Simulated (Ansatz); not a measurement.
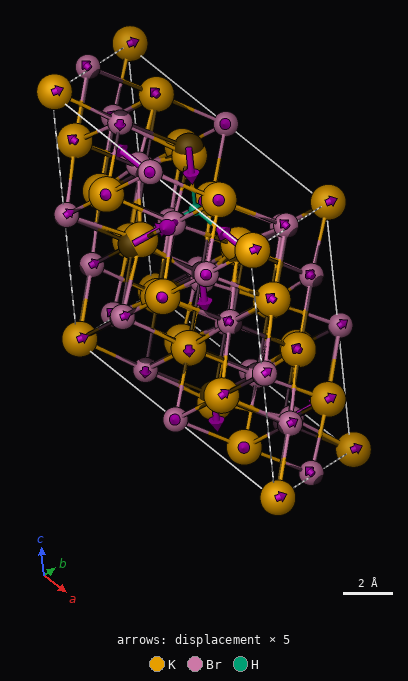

A relaxation of a defect cell of composition K16HBr16 (cell charge −1). The starting structure is drawn faded, the final one solid; purple arrows show the displacements, 5 times their true length.

Style: ball-and-stick. Shown: the cell of the calculation (origin shifted), slightly off an axis.

Case: H interstitial, charge -1, atoms relaxed at the host's cell.

All numbers below come from Ansatz 0.2.0, DFT PBE, scalar-relativistic, plane waves, PAW. Settings: plane-wave cutoff 420 eV; k-point mesh 2 × 2 × 2; occupations gaussian; smearing width 0.01 eV; mesh shifted by (0.5, 0.5, 0.5); no spin polarisation; atoms relaxed in a fixed cell; force threshold 0.025 eV/Å; at most 45 steps.

Question: What did the optimiser do to the structure, and how much energy did it gain?

Answer: After 3 geometry steps the energy has fallen by 1.016 eV per cell of the calculation. Largest force component: 0.44 eV/Å at the start, 0.0062 eV/Å at the end. The largest moves, 0.39 Å, are those of Br atoms. Largest moves by element: Br 0.39 Å, K 0.35 Å. H stays in place. The cell doesn't change. Near-neighbour distances that change, for instance: H–K 2.891 → 2.539 Å, Br–K 3.351 → 3.515 Å, Br–K 3.343 → 3.200 Å, Br–K 3.362 → 3.444 Å. Among the angles between lasting bonds that change: K–Br–K 89.2° → 74.0°, K–Br–K 179.1° → 164.6°, K–Br–K 90.5° → 96.4°.

Limits of the set-up: the cell is charged, on a uniform background, and energies carry no finite-size correction.
